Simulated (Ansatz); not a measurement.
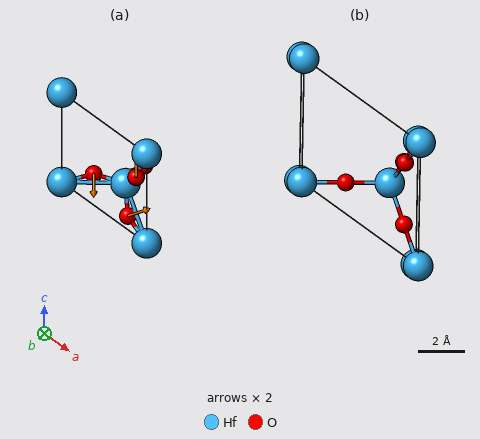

The structure of solid HfO2 (built on the SiO2-122 type type) before (left) and after (right) a relaxation, at one scale. The orange arrows give the displacements (the part carried along by the change of the cell is left out), 2 times their true length.

A ball-and-stick model of the cell of the calculation, seen along the b axis.

Computed with DFT, PBEsol, plane waves, PAW (Ansatz).

Input file:
```yaml
crystal:
  lattice:
    - [-2.26135322, 2.26135322, 3.33701843]
    - [2.26135322, -2.26135322, 3.33701843]
    - [2.26135322, 2.26135322, -3.33701843]
  atoms:
    - { symbol: Hf, position: [0.0, 0.0, 0.0] }
    - { symbol: Hf, position: [0.75, 0.25, 0.5] }
    - { symbol: O, position: [0.375, 0.22178613, 0.34678613] }
    - { symbol: O, position: [0.97178613, 0.625, 0.84678613] }
    - { symbol: O, position: [0.77821387, 0.125, 0.15321387] }
    - { symbol: O, position: [0.875, 0.02821387, 0.65321387] }
kpoints:
  mp_grid: { grid: [6, 6, 6] }
hamiltonian:
  xc: pbesol
scf:
  occupations: { method: fermi_dirac, width: 0.03 }
relax:
  f_tol: 0.01
  cell: {}
  max_steps: 120
```

Command:
```bash
ansatz run input.yaml --threads 2 --pin off --max-ram 2211MiB --backend cpu --events-out ev --progress --plain --runs-dir out
```

What changed between the two?

After 25 accepted moves (31 points after the start) the energy has fallen by 9169 meV per atom. The largest force component goes from 24 to under 0.0001 eV/Å. Pressure: 383.16 GPa at the start and 0.01 GPa at the end. The line search rejected the trial step at point 23 of the run. At 5 points the geometry stayed and the basis and grid were re-selected for the new cell (energy shift of 153 meV per atom at most each time). The largest moves relative to the cell, 0.61 Å, are those of O3, O4, O5 and O6. O3 goes along [0 −1 −1]. Hf stays in place. Cell: a = b = c 4.622 → 6.332 Å (+37.0 %), α 121.4° → 120.1°, β 121.4° → 120.1°, γ 87.6° → 89.9°. Volume +162.7 %. Some distances before and after: Hf1–Hf2 2.810 → 3.876 Å, Hf1–O3 1.472 → 1.938 Å. Bonds break: Hf1–Hf2 (2.81 → 3.88 Å). Bond angles that change, for instance: Hf1–O3–Hf2 145.4° → 180.0°. The space group (tolerance 0.01 Å) goes from I-42d (No. 122) to I4_1/amd (No. 141).
